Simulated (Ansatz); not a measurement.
A periodic structure is given below.

```cif
data_structure
_symmetry_space_group_name_H-M 'I 4/m m m'
_symmetry_Int_Tables_number 139
_cell_length_a 2.9556
_cell_length_b 2.9556
_cell_length_c 13.1107
_cell_angle_alpha 90.000
_cell_angle_beta 90.000
_cell_angle_gamma 90.000
_cell_volume 114.53
loop_
_atom_site_label
_atom_site_type_symbol
_atom_site_symmetry_multiplicity
_atom_site_Wyckoff_symbol
_atom_site_fract_x
_atom_site_fract_y
_atom_site_fract_z
_atom_site_occupancy
Mo1 Mo 2 a 0.00000 0.00000 0.00000 1
S1 S 4 e 0.50000 0.50000 0.11046 1
```

Q: What does this file describe?

A: The stoichiometry is MoS$_{2}$. Space group: I4/mmm (No. 139). Lattice: body-centred tetragonal. The cell has 6 atoms, namely 2 Mo, 4 S. Mo sits among eight S in a cubic arrangement at 2.54 Å. S is coordinated by four Mo at 2.54 Å. Not all metal-metal contacts are counted. The bonds build MoS2 layers parallel to (001).

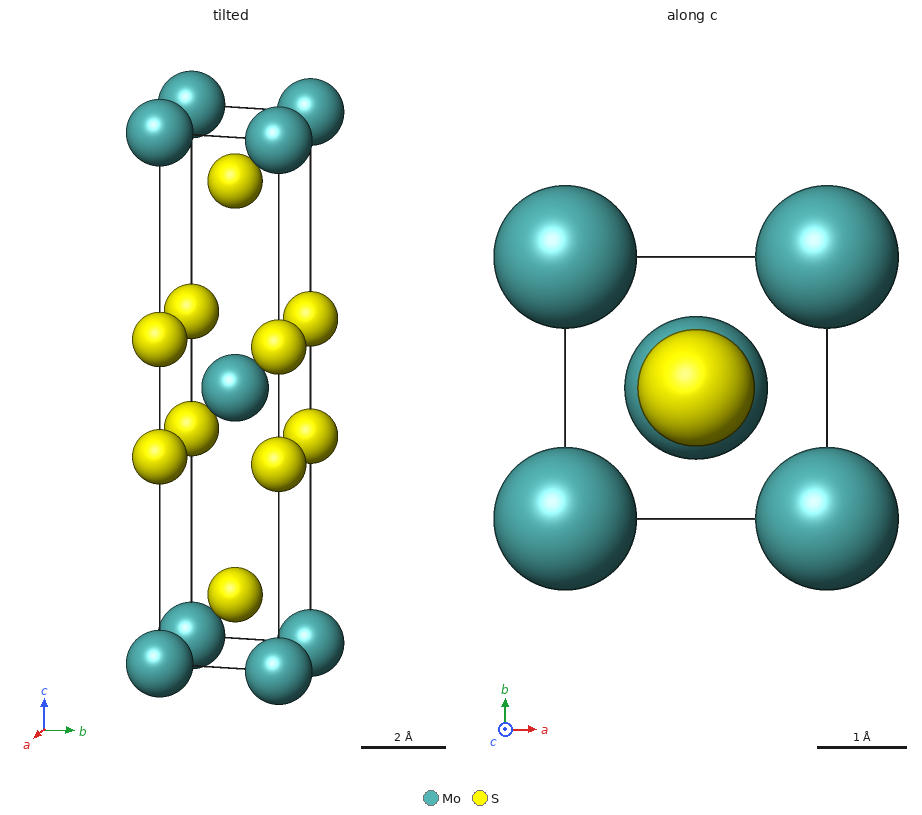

The figure gives a spheres-only picture of the atoms, viewed slightly off an axis and along the c axis. Lines trace the edges of the conventional unit cell. Colours: molybdenum teal, sulfur yellow.

Provenance: a textbook structure type filled with these elements (whether it is the usual form wasn't checked). Atoms and cell were optimised with DFT PBE, scalar-relativistic, plane waves, PAW in Ansatz.
